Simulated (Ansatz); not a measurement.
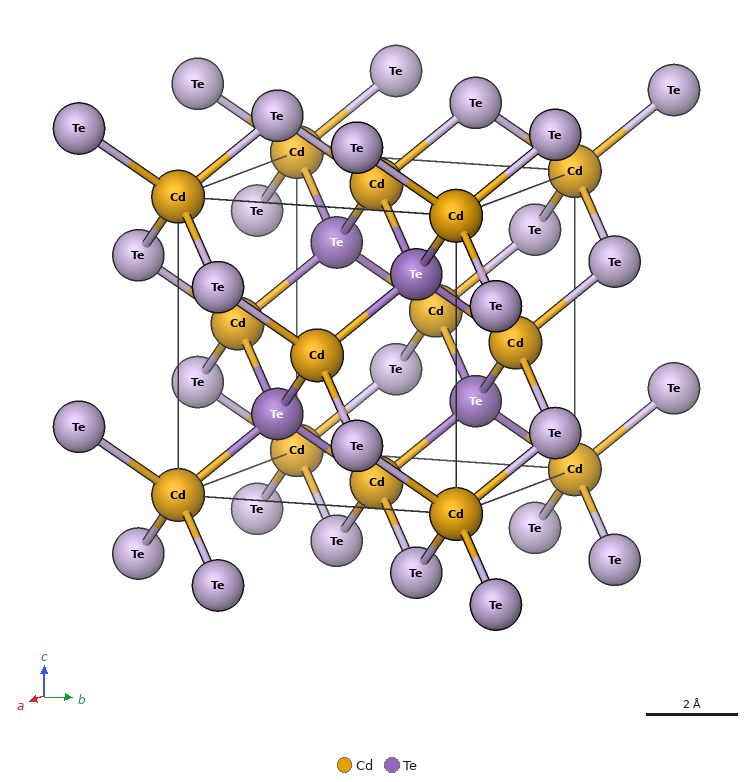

**Figure 1.** The structure as given in the input (ball-and-stick view of the cell 4 times as large as that of the calculation, set on its symmetry axes, seen slightly off an axis; neighbours outside the cell are drawn fainter). Near neighbours in the crystal (not all of them lie inside the picture): Cd has 4 Te at 2.88 Å; Te has 4 Cd at 2.88 Å.

## Run report: CdTe, single-point calculation

- system: CdTe (F-43m, 2 atoms in the cell)
- method: DFT r2SCAN, scalar-relativistic, plane waves, PAW, no spin polarisation (Ansatz 0.2.0)

It belongs to a series of runs on one base structure; here: volume × 1.040.

Output:
```
Engine: ansatz 0.2.0, aarch64-unknown-linux-gnu
Pseudopotentials: kind: paw
Pseudopotential: Cd, paw, valence charge 20, recommended cutoff 500 eV (meta_gga), Cd.paw.azcp
Pseudopotential: Te, paw, valence charge 16, recommended cutoff 500 eV (meta_gga), Te.paw.azcp
Functional definition: r2SCAN
  parameter k0 = 0.174
  parameter k1 = 0.065
  parameter a1 = 4.9479
  exchange = r2scan_x(k0 = k0, k1 = k1, a1 = a1)
  correlation = r2scan_c
Crystal: 2 atoms, lattice volume = 73.313 Å³
Basis set: ecut = 500 eV, 1837 PW (Γ), exchange–correlation on 144×144×144 points (64 copies of the dense FFT grid, shifted against one another)
Bands: 22, of which v1, the nominal top of the filled ones, is band 18 counted from 1 (17 counted from 0)
Symmetry: 24 space group operations
Space group: F-43m (ITA 216), of the structure as read, at distance tolerance 4.2e-5 Å
k-points: 47 of 1000 (time reversal used)
Non-local potential: Cd, projectors of the file, l = 0: 3, l = 1: 2, l = 2: 2, l = 3: 1
Non-local potential: Te, projectors of the file, l = 0: 2, l = 1: 2, l = 2: 2, l = 3: 2
PAW form: soft (Blöchl's): semilocal exchange-correlation on the pseudo side does not see the compensation charge
PAW frozen core: Cd, regenerated for the run's functional (the file was generated under x = pbe(κ = 0.804, μ = 0.2195149727645171), c = pbe(β = 0.06672455060314922))
PAW frozen core: Te, regenerated for the run's functional (the file was generated under x = pbe(κ = 0.804, μ = 0.2195149727645171), c = pbe(β = 0.06672455060314922))
PAW one-centre angular grid: Cd, 590 points (default); XC on 160 Gauss nodes
PAW one-centre angular grid: Te, 590 points (default); XC on 160 Gauss nodes
Initial density: superposition of atomic densities (neutral atoms: chi_scale 0, normalization atom), corrected by the library's trained network
Initial wavefunctions: pseudopotential atomic-orbital guess
Functional: x = r2scan, c = r2scan; τ floored in thin density (d = 2e-4 eV/Å³)
SCF iter   1: F=—  HF=-15264.121844 eV  |F-HF|=—  |Δ(HF+E_count)|=         —  Δρ=4.30e-3  dr2=8.35e-3  dr2_τ=1.06e-2  ethr=1.77e-3  ⟨swp⟩=6.2  Hψ=4947  notcnv=0
preconditioner: auto → none  [insulator: Δε(μ)=0.996 eV  Ē_g=11.765 eV  σ=0.050 eV  W_gap=1.00  n_scr=14 (ndim 8)  ℏωp=18.4 eV  f_vac=0.211  D(μ)=0.00/eV (n_scr^D=0)  ε∞_Penn≈3.4]
SCF iter   2: F=—  HF=-15264.126737 eV  |F-HF|=—  |Δ(HF+E_count)|=   4.89e-3  Δρ=2.17e-3  dr2=1.47e-3  dr2_τ=3.32e-4  ethr=2.32e-5  ⟨swp⟩=2.8  Hψ=2415  notcnv=0
SCF iter   3: F=—  HF=-15264.127413 eV  |F-HF|=—  |Δ(HF+E_count)|=   6.75e-4  Δρ=9.45e-4  dr2=3.55e-4  dr2_τ=3.55e-5  ethr=4.09e-6  ⟨swp⟩=2.0  Hψ=1410  notcnv=0
SCF iter   4: F=—  HF=-15264.127546 eV  |F-HF|=—  |Δ(HF+E_count)|=   1.34e-4  Δρ=8.21e-5  dr2=3.38e-6  dr2_τ=3.48e-7  ethr=9.87e-7  ⟨swp⟩=2.0  Hψ=1880  notcnv=0
SCF iter   5: F=—  HF=-15264.127573 eV  |F-HF|=—  |Δ(HF+E_count)|=   2.70e-5  Δρ=2.57e-5  dr2=2.26e-7  dr2_τ=1.89e-8  ethr=9.39e-9  ⟨swp⟩=2.1  Hψ=1837  notcnv=0
SCF iter   6: F=-15264.127573 eV  HF=-15264.127573 eV  |F-HF|=2.29e-9  |Δ(HF+E_count)|=   1.72e-7  Δρ=6.07e-6  dr2=1.09e-8  dr2_τ=1.15e-9  ethr=2.78e-10  ⟨swp⟩=11.1  Hψ=7364  notcnv=0
SCF 1 converged in 6 iterations: F = -15264.127573 eV  dr2 = 1.09e-8
  greatest PAW one-centre occupation: 1.001 electrons in one spin orbital (limit 2), on the Cd atom at site 0 (counted from 0), in its partial waves of l = 1
```

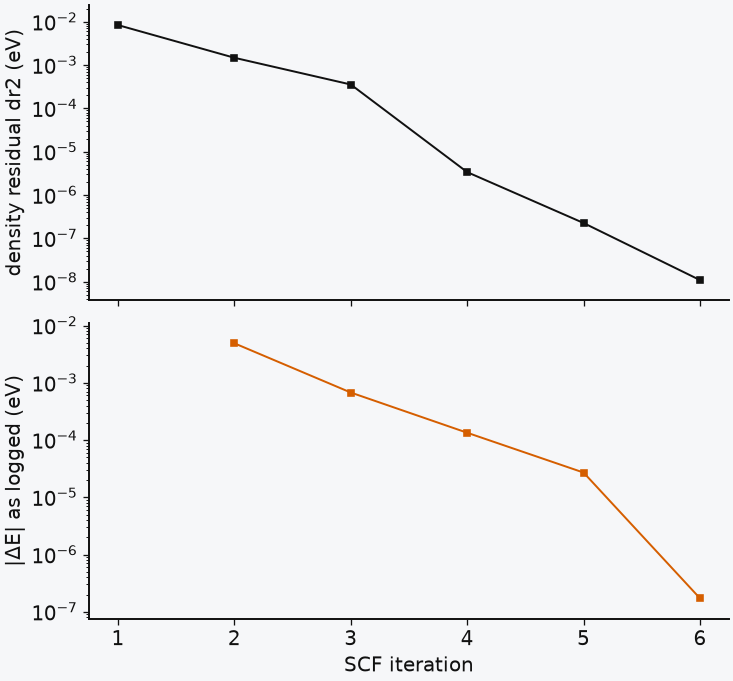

**Figure 2.** Convergence of the self-consistent field: density residual dr2 and size of the energy change against the SCF iteration. The residual falls at every step.

```
SCF converged after 6 iterations
Free energy (F): -15264.127573 eV
Harris-Foulkes:  -15264.127573 eV  (|F-HF|=2.29e-9)
Internal energy: -15264.127573 eV  (E = F + TS)
E sigma→0 (E₀):  -15264.127573 eV
Fermi energy:    6.717461 eV
--- Per-component energies (eV) ---
  E_band       = -857.227734
  E_kinetic    = 684.477888
  E_local      = -5582.477923  (includes V_loc(G=0)·N_el)
  E_nonlocal   = -275.631419
  E_hartree    = 2801.275938
  E_xc         = -282.734742
  E_vxc        = -356.603459  (∫ρ·V_xc dr)
  E_paw        = -8793.148740  (= ΣΔE_a)
  E_vpaw       = -953.757421  (= ΣTr[D̂ρ^β])
  E_aug_tail   = -0.000030  (compensation charges beyond the density's cutoff)
  E_vtau       = 24.212311  (kinetic-family band-sum trace: ∫τ·v_τ [+ j·A + Jᵃ·Aᵃ] dr)
  E_ewald      = -3815.608629
  E_core_change = -0.279915  (= ΣΔE_core)
  E_smearing   = -0.000000  (= −TS)
  E_closure    = 0.000000  (closes the sum)
  Σ components = -15264.127573   (vs F -15264.127573, Δ=0.00e0)
--- Forces (eV/Å), atoms counted from 1 ---
  atom   1  Cd     0.00000000    -0.00000000     0.00000000
  atom   2  Te    -0.00000000     0.00000000     0.00000000
  max |Σ_I F_I| component: 1.34e-16 eV/Å
--- Stress (GPa, compression-positive) ---
       -1.440730       0.000000      -0.000000
        0.000000      -1.440730       0.000000
       -0.000000       0.000000      -1.440730
  P = ⅓ Tr σ = -1.4407 GPa (-14.407 kbar)
--- Band table (eV; the first three rows and the last of 47) ---
  k-point 0: bands = ["-98.5932", "-58.7456", "-58.7456", "-58.7456", "-30.4164", "-30.4164", "-30.4164", "-30.4077", "-30.4077", "-4.9095", "-2.1730", "-2.1730", "-2.1730", "-1.9484", "-1.9484", "6.1956", "6.1956", "6.1956", "7.2367", "11.2920", "11.2920", "11.2920"]
  k-point 1: bands = ["-98.5932", "-58.7456", "-58.7456", "-58.7456", "-30.4164", "-30.4164", "-30.4164", "-30.4077", "-30.4077", "-4.8767", "-2.1669", "-2.1669", "-2.1439", "-1.9488", "-1.9488", "5.3913", "6.1180", "6.1180", "7.8709", "11.2018", "11.4231", "11.4231"]
  k-point 2: bands = ["-98.5932", "-58.7456", "-58.7456", "-58.7456", "-30.4164", "-30.4163", "-30.4163", "-30.4077", "-30.4077", "-4.7909", "-2.1516", "-2.1516", "-2.0517", "-1.9489", "-1.9489", "4.2372", "5.9303", "5.9303", "8.4039", "11.4516", "11.6954", "11.6954"]
  k-point 46: bands = ["-98.5932", "-58.7457", "-58.7457", "-58.7456", "-30.4165", "-30.4162", "-30.4159", "-30.4078", "-30.4075", "-4.4712", "-2.0661", "-2.0600", "-1.9779", "-1.9418", "-1.4429", "2.3329", "4.1443", "4.2860", "10.4022", "10.7497", "12.6893", "13.1755"]
```

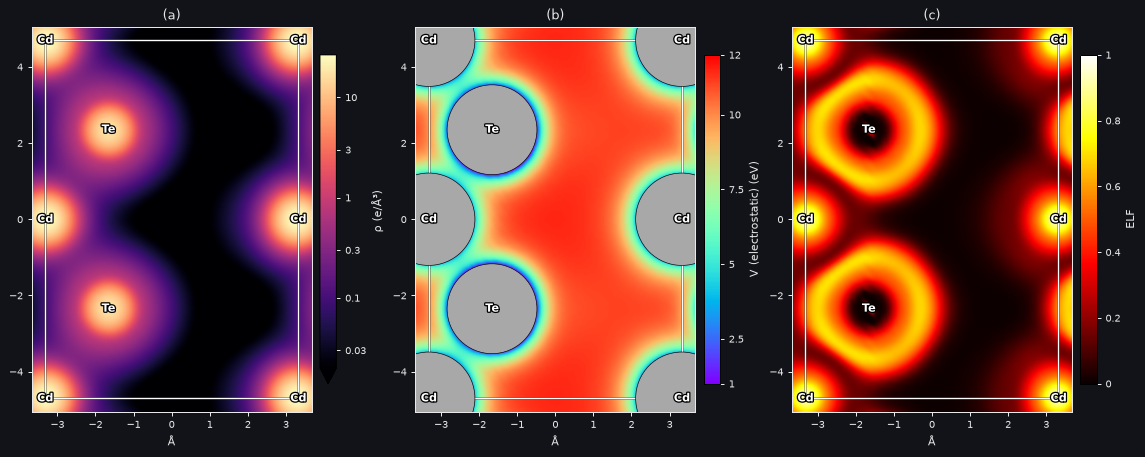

**Figure 3.** (a) valence pseudo-density; (b) electrostatic potential energy of an electron; (c) ELF on the (011) plane of the conventional cell. Grey discs, where drawn, cover atomic cores. Atoms in the plane: Cd and Te. Cd–Te (2.88 Å): the density is about 0.32 e/Å³ at the midpoint; the ELF peaks at about 0.70 in the valence shell of Te, 1.2 Å from its nucleus, and drops to about 0.15 between the two atoms. Away from the nuclei the density in this plane falls to 0.006 e/Å³ at its lowest. The strong features right at Cd lie inside the PAW spheres (semicore, d or f shells) and say nothing about bonding. Outside the cores the potential energy rises away from the atoms and is highest about 2.9 Å from the nearest atoms; outside the discs it spans about 10 eV, and its zero is arbitrary. In a PAW calculation such maps are meaningful between the atoms, not at the nuclei.

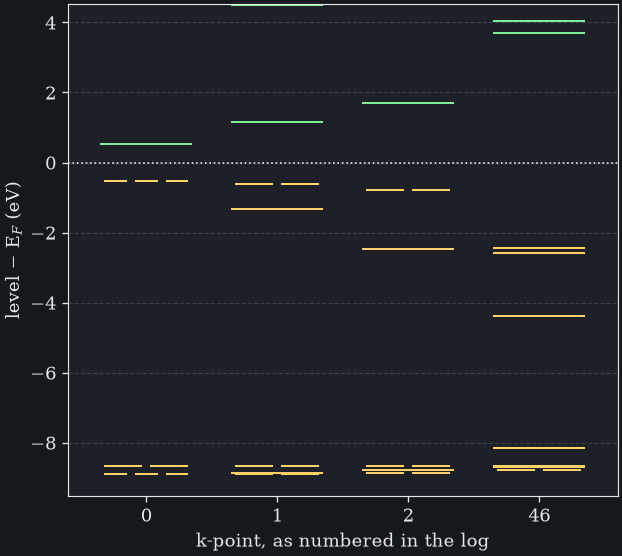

**Figure 4.** Kohn–Sham levels near the Fermi level (dotted) at the few k-points that the log prints; levels within 0.02 eV of each other stand side by side. Among these points the highest filled and lowest empty levels are 1.04 eV apart, which is the gap on the mesh.

This output came from the following input.

The input:
```yaml
crystal:
  lattice:
    - [0.0, 3.3218707474, 3.3218707474]
    - [3.3218707474, 0.0, 3.3218707474]
    - [3.3218707474, 3.3218707474, 0.0]
  atoms:
    - { symbol: Cd, position: [0.0, 0.0, 0.0] }
    - { symbol: Te, position: [0.25, 0.25, 0.25] }
basis:
  ecutwfc: 500
  ecutrho_ratio: 4
kpoints:
  mp_grid: { grid: [10, 10, 10] }
hamiltonian:
  xc: r2scan
scf:
  occupations: { method: gaussian, width: 0.05 }
output:
  forces: true
  stress: true
  eigenvalues: true
  write_density: true
  write_potential: true
  elf: true
  volumetric_format: npy
```

Launch command:
```bash
ansatz run input.yaml --threads 4 --pin off --max-ram 7168MiB --backend cpu --events-out ev --progress --plain --runs-dir out
```

Summary:

- outcome: converged
- space group (tolerance 0.01 Å): F-43m (216)
- electrons treated: 36
- free energy: −15264.1276 eV
- Fermi energy: 6.717 eV
- gap on the k-point mesh: 1.04 eV
- pressure: −1.44 GPa
- largest force (length of the vector): under 0.001 eV/Å
- hardware: 4 threads of Arm Neoverse V1, 24 GiB of memory available, shared host
- wall time: 5.9 s (CPU time 22 s)
- peak memory: 0.62 GiB
